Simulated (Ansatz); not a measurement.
## A series of single points on ZnAu

System: ZnAu (Pm-3m, 2 atoms in the cell).
Method: Kohn-Sham DFT of a periodic cell, PBE, all-electron LAPW, scalar-relativistic, no spin polarisation (Ansatz 0.2.0).

The 7 runs differ only in the geometry, by an even scaling of the cell at fixed fractional positions. The structure derives from an entry of the Crystallography Open Database.

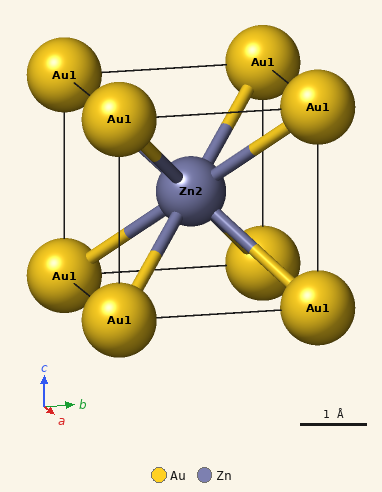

Figure 1. The structure of run 4 (ball-and-stick view of the cell of the calculation, seen slightly off an axis; atoms are numbered from 1 in the order of the input).

## Input of run 4
```yaml
crystal:
  lattice:
    - [3.147, 0.0, 0.0]
    - [0.0, 3.147, 0.0]
    - [0.0, 0.0, 3.147]
  atoms:
    - { symbol: Au, position: [0.0, 0.0, 0.0] }
    - { symbol: Zn, position: [0.5, 0.5, 0.5] }
kpoints:
  mp_grid: { grid: [8, 8, 8] }
scf:
  occupations: { method: fermi_dirac, width: 0.05 }
hamiltonian:
  xc: pbe
  pseudopotentials: { kind: all_electron, lapw: { basis_error: 0.0005 } }
output:
  forces: true
  stress: true
  eigenvalues: true
```

Command:
```bash
ansatz run input.yaml --threads 1 --pin off --max-ram 3072MiB --backend cpu --events-out ev --progress --plain --runs-dir out
```

Run 6 differs from it as follows:
```diff
-    - [3.147, 0.0, 0.0]
-    - [0.0, 3.147, 0.0]
-    - [0.0, 0.0, 3.147]
+    - [3.1884126438, 0.0, 0.0]
+    - [0.0, 3.1884126438, 0.0]
+    - [0.0, 0.0, 3.1884126438]
```

## Results, with one run withheld

```tsv
run	volume per atom (Å³)	free energy per atom, from the lowest run given (meV)	pressure (GPa)
1	14.648	65.90	15.54
2	14.960	39.57	11.63
3	15.272	20.38	8.17
4	15.583	7.53	5.11
5	15.895	0.27	2.41
6	16.207	?	?
7	16.518	0.00	−2.08
```

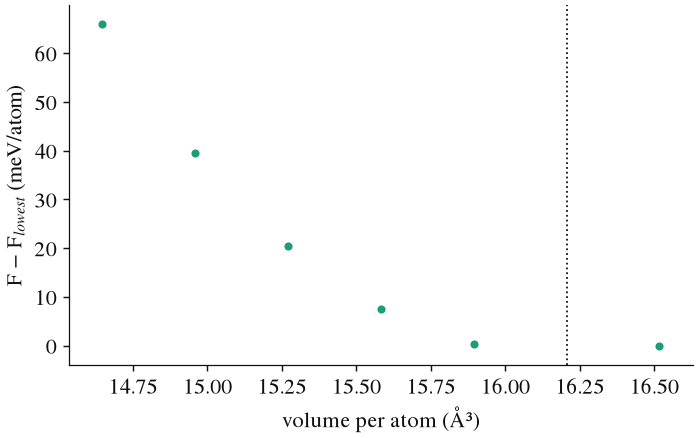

Figure 2. Free energy per atom of the runs given; the dotted line marks run 6.

Fit the runs given and predict run 6.

A cubic polynomial in V^(−2/3) (the Birch–Murnaghan form), fitted to the 6 runs given, misses them by at most 0.01 meV per atom. With x = V^(−2/3) − 0.16114 Å⁻², it reads F = 11.936 + 5645.2 x + 5.8076e+05 x² + 2.3025e+06 x³ (meV per atom). At run 6 it gives −2.06 meV per atom, and the run itself gives −2.05. The slope of the fit gives a pressure −dF/dV of 0.02 GPa there, and the run prints 0.02 GPa. The fit has its minimum at 16.209 Å³ per atom, where V d²F/dV² gives 117 GPa: the bulk modulus at this level, since symmetry fixes the shape and the positions.

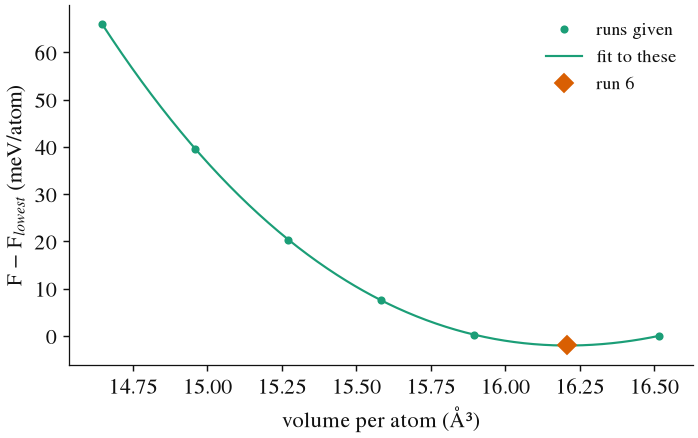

Figure 3. The fit and the withheld run.

## Output, shortened to warnings, some set-up lines, iterations and results (run 6)
```
Basis set: ecut = 278.6817582842628 eV, 341 PW (Γ), exchange–correlation at level 2
Symmetry: 48 space group operations
k-points: 35 of 512
Initial density: superposition of atomic densities (chi_scale 0.1, normalization cell, long waves kept (reshape's long-wave potential 0.00 eV rms))
[...]
SCF iter   1: F=—  HF=-566098.754159 eV  |F-HF|=—  |Δ(HF+E_count)|=         —  Δρ=2.53e-2  dr2=1.45e-1  ethr=2.30e-4  ⟨swp⟩=3.0  Hψ=8413  notcnv=0
SCF iter   2: F=—  HF=-566098.421429 eV  |F-HF|=—  |Δ(HF+E_count)|=   3.33e-1  Δρ=9.43e-3  dr2=4.12e-2  ethr=2.30e-4  ⟨swp⟩=2.1  Hψ=4062  notcnv=0
SCF iter   3: F=—  HF=-566098.349582 eV  |F-HF|=—  |Δ(HF+E_count)|=   7.18e-2  Δρ=8.05e-3  dr2=1.94e-2  ethr=6.53e-5  ⟨swp⟩=2.0  Hψ=3931  notcnv=0
SCF iter   4: F=—  HF=-566098.345665 eV  |F-HF|=—  |Δ(HF+E_count)|=         —  Δρ=3.34e-3  dr2=3.58e-3  ethr=3.08e-5  ⟨swp⟩=2.0  Hψ=3831  notcnv=0
SCF iter   5: F=—  HF=-566098.343716 eV  |F-HF|=—  |Δ(HF+E_count)|=   1.95e-3  Δρ=2.33e-3  dr2=2.24e-3  ethr=5.68e-6  ⟨swp⟩=2.0  Hψ=3829  notcnv=0
SCF iter   6: F=—  HF=-566098.343715 eV  |F-HF|=—  |Δ(HF+E_count)|=   1.15e-6  Δρ=1.10e-3  dr2=4.75e-4  ethr=3.55e-6  ⟨swp⟩=2.0  Hψ=3796  notcnv=0
SCF iter   7: F=—  HF=-566098.343780 eV  |F-HF|=—  |Δ(HF+E_count)|=   6.50e-5  Δρ=2.15e-4  dr2=1.51e-5  ethr=2.40e-8  ⟨swp⟩=2.0  Hψ=6539  notcnv=0
SCF iter   8: F=—  HF=-566098.343782 eV  |F-HF|=—  |Δ(HF+E_count)|=   1.65e-6  Δρ=4.15e-5  dr2=3.38e-7  ethr=2.39e-8  ⟨swp⟩=2.0  Hψ=3829  notcnv=0
SCF iter   9: F=-566098.343782 eV  HF=-566098.343782 eV  |F-HF|=2.21e-9  |Δ(HF+E_count)|=   9.21e-8  Δρ=6.40e-6  dr2=1.02e-8  ethr=5.36e-10  ⟨swp⟩=2.4  Hψ=3845  notcnv=0
SCF 1 converged in 9 iterations: F = -566098.343782 eV  dr2 = 1.02e-8
SCF converged after 9 iterations
Free energy (F): -566098.343782 eV
Harris-Foulkes:  -566098.343782 eV  (|F-HF|=2.21e-9)
Internal energy: -566098.342155 eV  (E = F + TS)
E sigma→0 (E₀):  -566098.342968 eV
Entropy (-TS):   -0.001626 eV (-0.813 meV/atom)
Fermi energy:    19.824143 eV
--- Per-component energies (eV) ---
  E_band       = -4511.436534
  E_kinetic    = 639292.674637
  E_xc         = -11865.369793
  E_electrostatic = -1193525.646999  (all electrons and nuclei)
  E_smearing   = -0.001626  (= −TS)
  E_closure    = 0.000000  (closes the sum)
  E_atoms      = -566093.578186  (free atoms, spherical and without spin; not in F)
  Σ components = -566098.343782   (vs F -566098.343782, Δ=0.00e0)
  Basis errors (estimates in eV, not in F): energy 1.4e-4 per atom: plane waves 1.2e-4 (6.2e-5 summed), levels above the bands 1.7e-106, relativity 9.8e-9, radial functions 1.9e-5, core shells 2.6e-8; eigenvalues (radial functions only) 2.6e-6; not estimated: angular momenta, meshes, grids; target …
--- Forces (eV/Å), atoms counted from 1 ---
  atom   1  Au    -0.00000000     0.00000000     0.00000000
  atom   2  Zn    -0.00000000     0.00000000    -0.00000000
  max |Σ_I F_I| component: 1.24e-29 eV/Å
--- Stress (GPa, compression-positive) ---
        0.023993      -0.000000       0.000000
       -0.000000       0.023993       0.000000
        0.000000       0.000000       0.023993
  P = ⅓ Tr σ = 0.0240 GPa (0.240 kbar)
```

Notes: Spin–orbit coupling is left out, which matters for Au.
